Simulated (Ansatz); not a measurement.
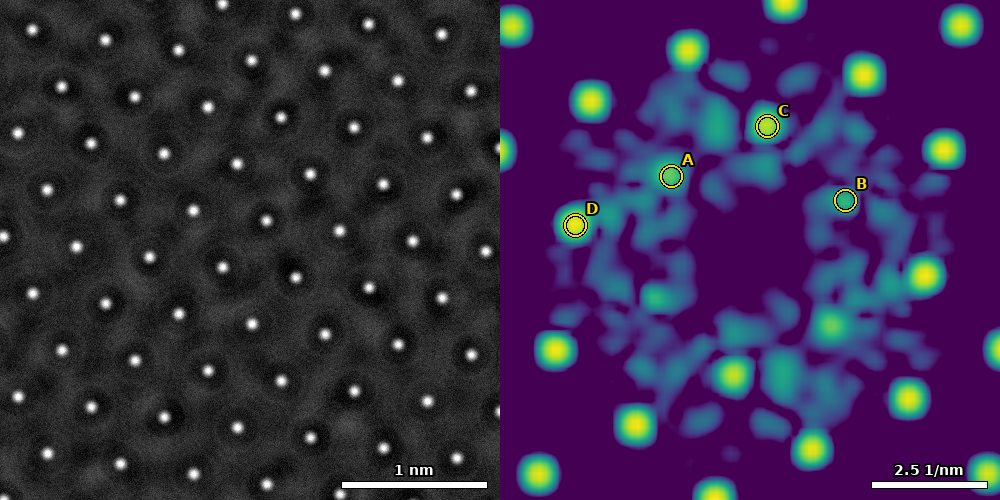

HRTEM-like image of Cs (Fm-3m, No. 225) along [110]. Simulated in the weak-phase-object approximation with neutral-atom potentials: 300 kV, Cs = −13 µm, defocus +61 Å (negative is underfocus), defocus spread 8 Å, aperture 1.52 1/Å. Shot noise and the speckle of an amorphous layer were added. Structure used: coordinates from a relaxation with DFT, LDA (PW92), plane waves (420 eV) with PAW, scalar-relativistic (Ansatz 0.2.0); the starting structure was generated, so it need not be a known form of this composition.

The right panel is the modulus of the image's Fourier transform on a logarithmic scale.

a = 7.273 Å, b = 7.273 Å, c = 7.273 Å, α = 90.00°, β = 90.00°, γ = 90.00°

Question: Index the marked spots and give their plane spacings (the zone axis points at the viewer; indices equivalent by symmetry, or all signs reversed, are as good).

Answer: A: (1 -1 1), d = 4.20 Å; B: (-1 1 1), d = 4.20 Å; C: (002), d = 3.64 Å; D: (2 -2 0), d = 2.57 Å. A and B enclose 109°, and every spot obeys the zone law hu + kv + lw = 0 for [110].
